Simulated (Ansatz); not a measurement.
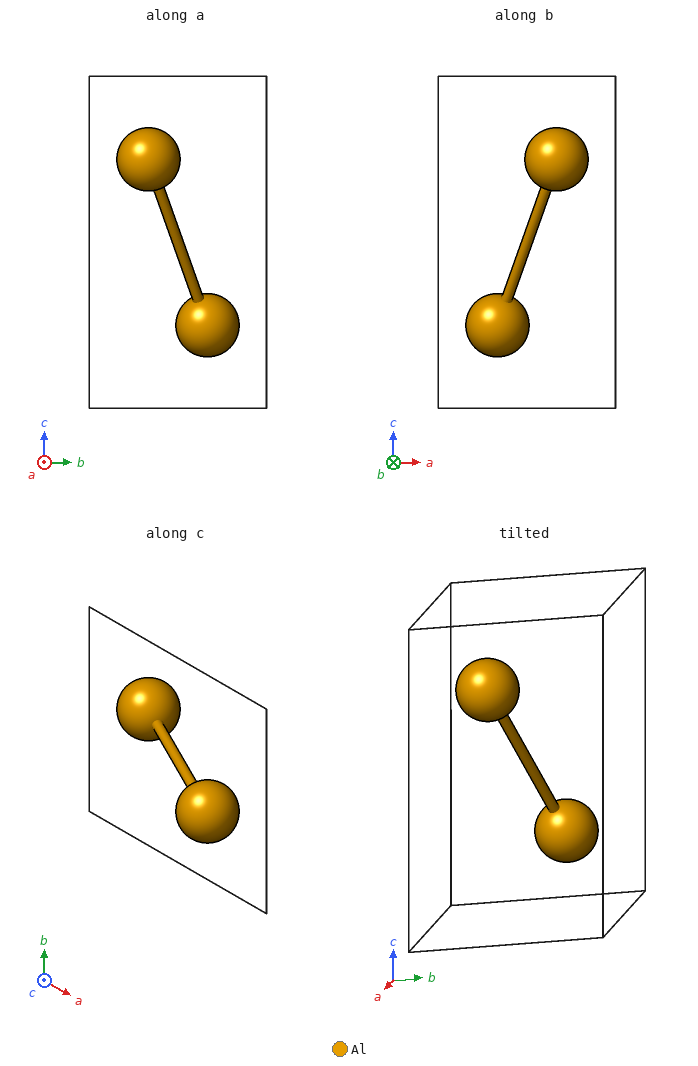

An orthographic ball-and-stick view of the structure, along the a axis, along the b axis, along the c axis and slightly off an axis. Thin lines show the conventional unit cell, with boundary atoms drawn in all their periodic places.

Lattice parameters: a = 2.872 Å, b = 2.872 Å, c = 4.659 Å, α = 90.00°, β = 90.00°, γ = 120.00°. Put a along x and b in the xy plane.

### Write down what is shown as a POSCAR file.

```
Al
1.0
     2.872    0.000    0.000
    -1.436    2.487    0.000
     0.000    0.000    4.659
Al
2
Direct
  0.3333 0.6667 0.2500
  0.6667 0.3333 0.7500
```

The model was built from a structure type filled with this element by a generator (whether the element takes this form wasn't checked). Atoms and cell were optimised with DFT, PBE, PAW with Ansatz's default frozen-core files, scalar-relativistic in Ansatz.
